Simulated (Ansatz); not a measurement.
## Electronic structure of CdS in real space

Input

```
crystal:
  lattice:
    - [0.3651219792, 3.1035368232, 3.1035368232]
    - [3.1035368232, 0.3651219792, 3.1035368232]
    - [3.1035368232, 3.1035368232, 0.3651219792]
  atoms:
    - { symbol: Cd, position: [0.0, 0.0, 0.0] }
    - { symbol: S, position: [0.75, 0.75, 0.75] }
basis:
  ecutwfc: 420
kpoints:
  mp_grid: { grid: [10, 10, 10] }
hamiltonian:
  xc: pbe
scf:
  occupations: { method: gaussian, width: 0.05 }
output:
  forces: true
  stress: true
  eigenvalues: true
  write_density: true
  write_potential: true
  elf: true
  volumetric_format: npy
```

Command:

```sh
ansatz run input.yaml --threads 1 --pin off --max-ram 2560MiB --backend cpu --events-out ev --progress --plain --runs-dir out
```

Below, planes, directions and counts refer to the conventional cell (a = 3.87 Å, b = 3.87 Å, c = 11.38 Å, α = 90.00°, β = 90.00°, γ = 120.00°).

Space group R3m; not relaxed (largest force 0.9 eV/Å); computed pressure about 6 GPa in this cell.

Computed with Ansatz 0.2.0, DFT PBE, scalar-relativistic, plane waves, PAW.

Core electrons are frozen (PAW), and the valence fields are smoothed inside the atomic spheres.

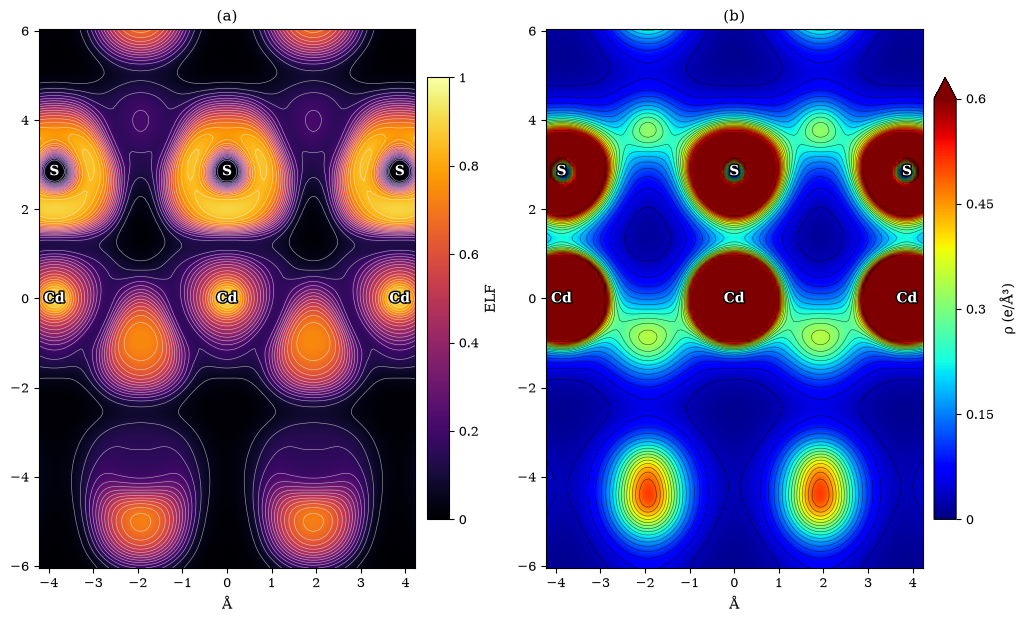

Figure 1. (a) electron localisation function; (b) valence charge density (pseudo) on the (100) plane of the conventional cell.

> Read the bonding off the picture.

The section cuts through Cd and S sites. Between the atoms the lowest density in this plane is 0.01 e/Å³. The features right at Cd lie inside the PAW spheres, where the map follows smoothed inner orbitals and isn't to be read closely.

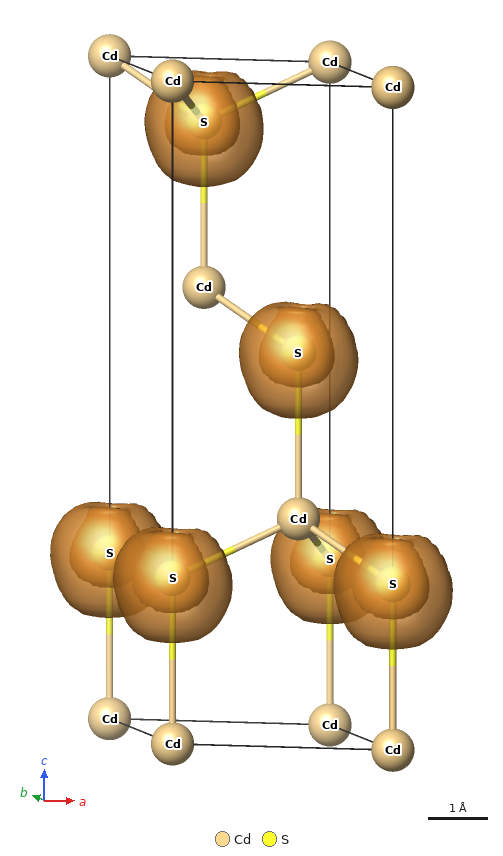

Figure 2. Isosurface of the ELF at 0.8 (orange), seen slightly off an axis. Only the valence region is drawn (cores and ρ < 0.01 e/Å³ removed). Sticks mark near contacts.

> Identify the bonds, lone pairs and shells in this picture.

The surface consists of three regions wrapped around S (the valence shell of each), counted in one cell of 6 atoms. Any copies at cell faces, edges or corners count once.


Cd–S (2.43 Å): the ELF peaks at about 0.90 in the valence shell of S, 0.8 Å from its nucleus, and is about 0.35 at the midpoint.

> Metal or insulator at this level of theory?

It is gapped, with a Kohn–Sham gap of 0.73 eV on the k-point mesh, an upper bound to the gap of this method.
